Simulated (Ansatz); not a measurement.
MoS2 (space group P-3m1, No. 164): the input geometry of an electronic-structure calculation (not necessarily at equilibrium); the starting structure was generated, so it need not be a known form of this composition.

```yaml
crystal:
  lattice:
    - [3.19204, 0.00000, 0.00000]
    - [-1.59602, 2.76439, 0.00000]
    - [0.00000, 0.00000, 6.88365]
  atoms:
    - { symbol: Mo, position: [0.00000, 0.00000, 0.00000] }
    - { symbol: S, position: [0.33333, 0.66667, 0.23024] }
    - { symbol: S, position: [0.66667, 0.33333, 0.76976] }
```

Describe how the polyhedra about Mo are linked (bonds: Mo–S below 2.7 Å).

Mo: MoS6 octahedron, sharing edges with six neighbours.

They form layers of edge-sharing octahedra parallel to (001).

Centre to centre across a shared edge: 3.19 Å.

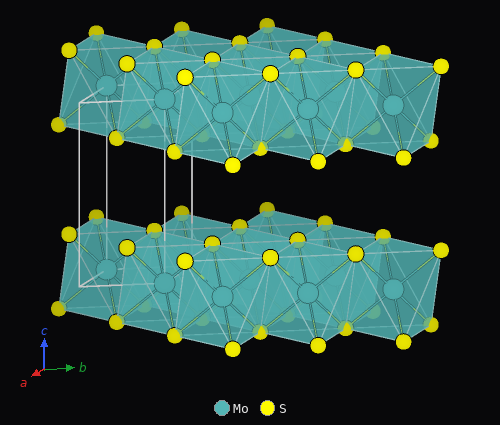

Polyhedra are drawn about Mo (bonds: Mo–S below 2.7 Å); other atoms are plain spheres.
